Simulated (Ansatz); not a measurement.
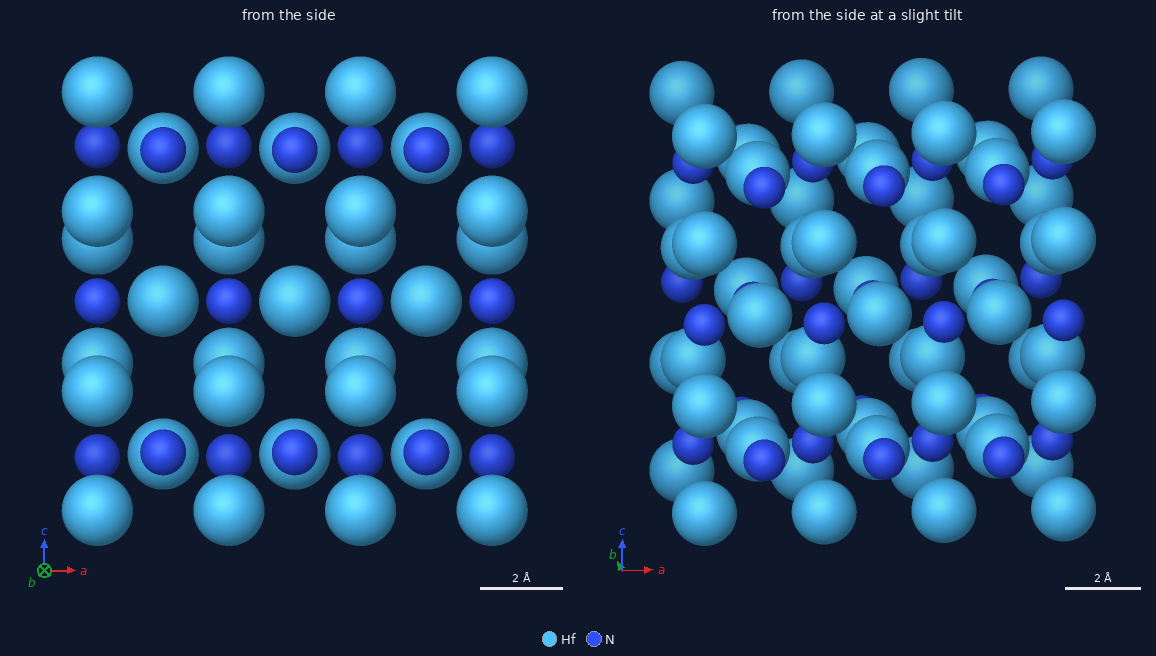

A spheres-only picture of a periodic slab, seen from the side and from the side at a slight tilt. The surface normal points up in side views; the vacuum is left out. 3×1 cells are drawn in the plane, with atoms at the edges repeated.

The cell holds 12 Hf, 6 N. The slab was cut from bulk Hf2N (P4_2/mnm).

### What is exposed at the top and at the bottom?

The top face ends in Hf, the bottom face in Hf. The two faces are alike.

### Read the thickness off the scale bar.

About 10 Å from the lowest to the highest atom.

### State the number of planes and their content from above.

Nine planes: Hf / HfN / Hf / Hf / HfN / Hf / Hf / HfN / Hf.

### Name the surface by its Miller indices.

(1 1 0).

The calculation used DFT PBEsol, scalar-relativistic, plane waves, PAW in Ansatz, with a cutoff energy of 420 eV, an 11×5×1 grid in reciprocal space, Gaussian smearing of 0.1 eV, no spin polarisation.

### State the work functions.

3.59 eV on both faces.

Source of the structure: a structure listed in the Materials Project, from which a slab was cut. The atoms were relaxed in a fixed cell with DFT PBEsol, scalar-relativistic, plane waves, PAW (Ansatz 0.2.0).
